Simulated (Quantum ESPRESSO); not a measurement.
**Ti: 7 runs along one coordinate**

System: Ti (P6₃/mmc, 2 atoms in the cell).
Method: Kohn-Sham DFT of a periodic cell, r2SCAN, SG15 PBE 1.2, no spin polarisation (Quantum ESPRESSO 7.5).

The 7 runs differ only in the geometry, by an even scaling of the cell at fixed fractional positions. The structure derives from an entry of the Crystallography Open Database.

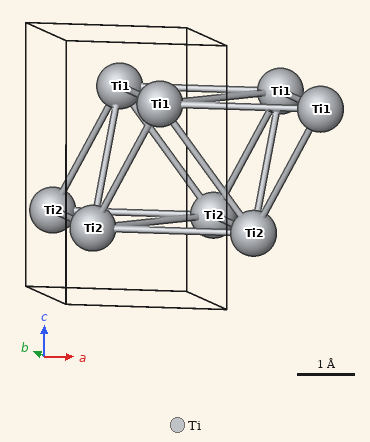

Figure 1. The structure of run 4 (ball-and-stick view of the cell of the calculation, repeated 2 × 2 × 1, seen slightly off an axis; atoms are numbered from 1 in the order of the input).

### Input of run 4
```
&CONTROL
  calculation = 'scf'
  prefix = 'pwscf'
  outdir = './tmp'
  pseudo_dir = './pseudo'
  tstress = .true.
  disk_io = 'nowf'
/
&SYSTEM
  ibrav = 0
  nat = 2
  ntyp = 1
  ecutwfc = 70
  nbnd = 19
  input_dft = 'r2scan'
  occupations = 'smearing'
  smearing = 'fd'
  degauss = 0.00367493
  nosym = .true.
  nr1 = 36
  nr2 = 36
  nr3 = 60
/
&ELECTRONS
  conv_thr = 1d-08
  electron_maxstep = 120
  mixing_beta = 0.5
/
ATOMIC_SPECIES
Ti    47.8670 Ti_ONCV_PBE-1.2.upf
CELL_PARAMETERS angstrom
   2.9500000000    0.0000000000    0.0000000000
  -1.4750000000    2.5547749412    0.0000000000
   0.0000000000    0.0000000000    4.6800000000
ATOMIC_POSITIONS crystal
Ti     0.6666666667    0.3333333333    0.7500000000
Ti     0.3333333333    0.6666666667    0.2500000000
K_POINTS automatic
6 6 4 0 0 0
```

Command:
```bash
OMP_NUM_THREADS=1 mpirun -n 4 pw.x -nk 2 -in pw.in > pw.out
```

Run 3 differs from it as follows:
```diff
-   2.9500000000    0.0000000000    0.0000000000
-  -1.4750000000    2.5547749412    0.0000000000
-   0.0000000000    0.0000000000    4.6800000000
+   2.9302007457    0.0000000000    0.0000000000
+  -1.4651003729    2.5376282840    0.0000000000
+   0.0000000000    0.0000000000    4.6485896576
```

### Results, with one run withheld

| run | volume per atom (Å³) | free energy per atom, from the lowest run given (meV) | pressure (GPa) |
| --- | --- | --- | --- |
| 1 | 16.577 | 12.85 | 5.97 |
| 2 | 16.930 | 2.80 | 3.16 |
| 3 | 17.283 | ? | ? |
| 4 | 17.636 | 0.00 | −1.78 |
| 5 | 17.988 | 6.32 | −3.96 |
| 6 | 18.341 | 17.21 | −5.95 |
| 7 | 18.694 | 32.28 | −7.75 |

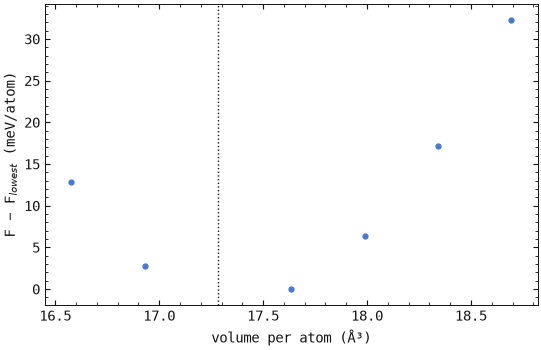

Figure 2. Free energy per atom of the runs given; the dotted line marks run 3.

Fit the runs given and predict run 3.

A cubic polynomial in V^(−2/3) (the Birch–Murnaghan form), fitted to the 6 runs given, misses them by at most 0.01 meV per atom. With x = V^(−2/3) − 0.14742 Å⁻², it reads F = 0.37629 − 2210.9 x + 6.6058e+05 x² − 1.5027e+06 x³ (meV per atom). At run 3 it gives −1.32 meV per atom, and the run itself gives −1.32. The slope of the fit gives a pressure −dF/dV of 0.59 GPa there, and the run prints 0.58 GPa. The fit has its minimum at 17.369 Å³ per atom, where V d²F/dV² gives 119 GPa. Cell shape and fractional positions are held, so this is the stiffness under even scaling; the relaxed bulk modulus wasn't computed.

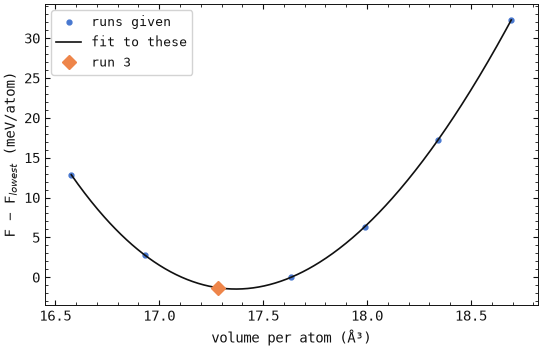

Figure 3. The fit and the withheld run.

### Some lines of the output (run 3)
```
[...]
     total energy              =    -230.79193119 Ry
     total energy              =    -230.79381403 Ry
     total energy              =    -230.79706226 Ry
     total energy              =    -230.79761997 Ry
     total energy              =    -230.79763928 Ry
     total energy              =    -230.79765211 Ry
     total energy              =    -230.79765360 Ry
     total energy              =    -230.79765393 Ry
     total energy              =    -230.79765402 Ry
     the Fermi energy is    13.7801 ev
!    total energy              =    -230.79765403 Ry
     The total energy is F=E-TS. E is the sum of the following terms:
     Computing stress (Cartesian axis) and pressure
          total   stress  (Ry/bohr**3)                   (kbar)     P=        5.81
```

Notes: Further notes kept with the run: potentials made for another functional. Points of doubt noted for this run: coarse mesh; potentials made for another functional.
